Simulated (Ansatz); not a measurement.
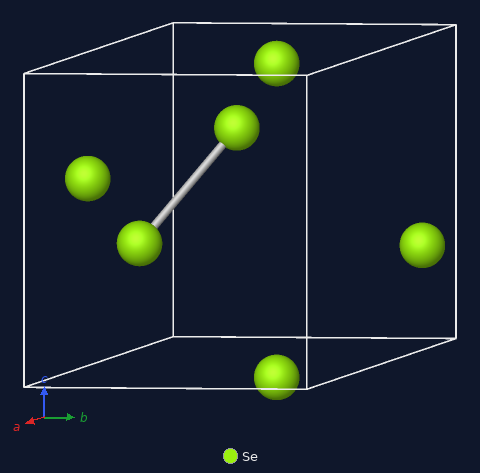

Se, space group P3_121 (No. 152), a = 4.366 Å, b = 4.366 Å, c = 4.954 Å, α = 90.00°, β = 90.00°, γ = 120.00°

```tsv
site	Wyckoff	x	y	z
Se	3a	0.2254	0.0000	0.3333
```

Source: a calculation's input that goes back to an entry of the Crystallography Open Database (an earlier step may have relaxed or displaced it).

> How is the cell volume shared among the sites in a plain Voronoi partition?

```csv
site,faces above 1 % of the sphere,volume (Å³),solid angle by neighbour (%)
Se,8,27.26,Se 100
```

Weighted by multiplicity the volumes add up to the cell volume, 81.8 Å³.

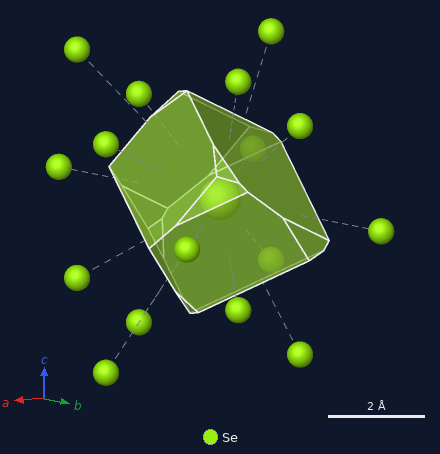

The computed Voronoi cell of Se, with the neighbours that bound it.
